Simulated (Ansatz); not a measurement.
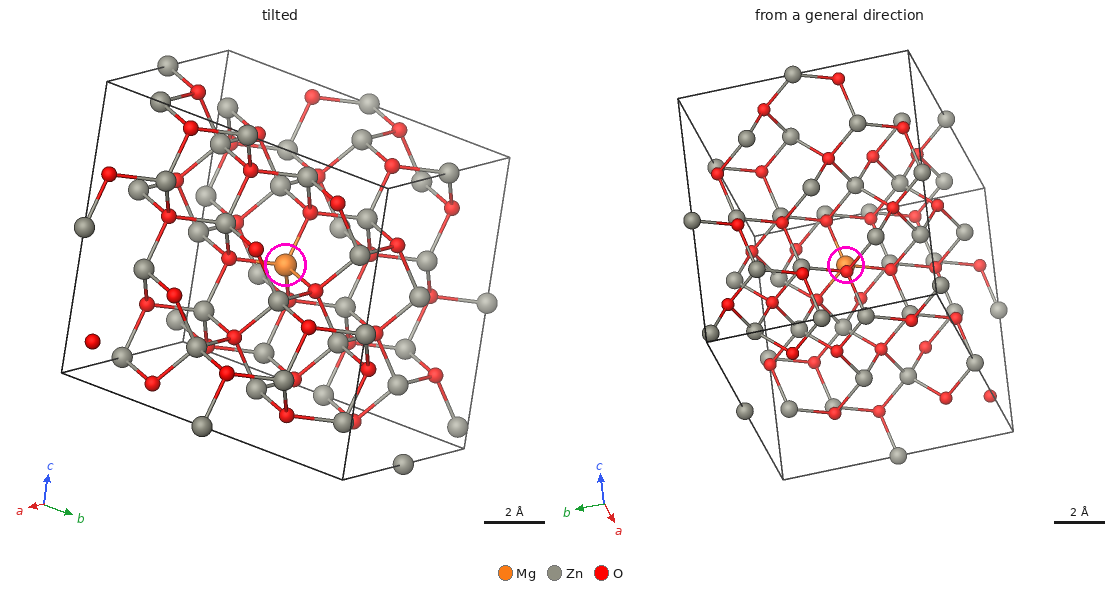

Structure drawing (ball-and-stick), viewed slightly off an axis and from a general direction. The supercell is outlined; an atom on or near a face, edge or corner is repeated at each equivalent position. The host is ZnO, in a cell of 64 sites, and the cell is neutral. A ring marks the defect's site.

Where does the cell differ from the host, and how?

Magnesium on a zinc site (a substitutional impurity). It is bonded to four O in a tetrahedral arrangement at about 2.0 Å.

The atoms were relaxed in the host's cell with DFT PBE, scalar-relativistic, plane waves, PAW (Ansatz 0.2.0).
